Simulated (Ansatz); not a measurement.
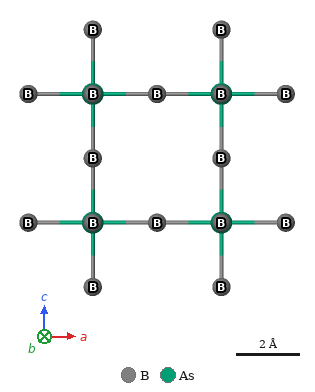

Crystalline B3As (a generated structure, set up in Pm-3m), before the relaxation. A ball-and-stick model of the cell of the calculation, seen along the b axis.

Method: DFT PBE, scalar-relativistic, plane waves, PAW in Ansatz 0.2.0.

Input
```yaml
crystal:
  lattice:
    - [4.1411840718, 0.0, 0.0]
    - [0.0, 4.1411840718, 0.0]
    - [0.0, 0.0, 4.1411840718]
  atoms:
    - { symbol: B, position: [0.5, 0.0, 0.0] }
    - { symbol: B, position: [0.0, 0.5, 0.0] }
    - { symbol: B, position: [0.0, 0.0, 0.5] }
    - { symbol: As, position: [0.0, 0.0, 0.0] }
basis:
  ecutwfc: 420
kpoints:
  mp_grid: { grid: [12, 12, 12] }
hamiltonian:
  xc: pbe
scf:
  occupations: { method: gaussian, width: 0.1 }
output:
  forces: true
  stress: true
  eigenvalues: true
relax:
  adjacent_minimum: "off"
  f_tol: 0.01
  max_steps: 80
  cell: { stress_tol: 0.05 }
```

Command:
```bash
ansatz run input.yaml --threads 1 --pin off --max-ram 2560MiB --backend cpu --events-out ev --progress --plain --runs-dir out
```

**What does the optimiser find from here?**

The atoms keep their places relative to the cell (all moves are under 0.005 Å). Cell: a = b = c 4.141 → 4.167 Å (+0.6 %). Volume +1.9 %. Some distances before and after: B1–As4 2.071 → 2.083 Å. The space group stays Pm-3m (No. 221). After 2 accepted moves (3 points after the start) the energy has fallen by 1.3 meV per atom. All forces vanish by symmetry, so only the cell relaxes. Pressure: 1.26 GPa at the start and 0.03 GPa at the end. At 1 point the geometry stayed and the basis and grid were re-selected for the new cell (energy shift of 0.2 meV per atom at most each time).

The structure at the end:

```
CELL_PARAMETERS angstrom
4.16695 0.00000 0.00000
0.00000 4.16695 0.00000
0.00000 0.00000 4.16695
ATOMIC_POSITIONS crystal
B 0.50000 0.00000 0.00000
B 0.00000 0.50000 0.00000
B 0.00000 0.00000 0.50000
As 0.00000 0.00000 0.00000
```
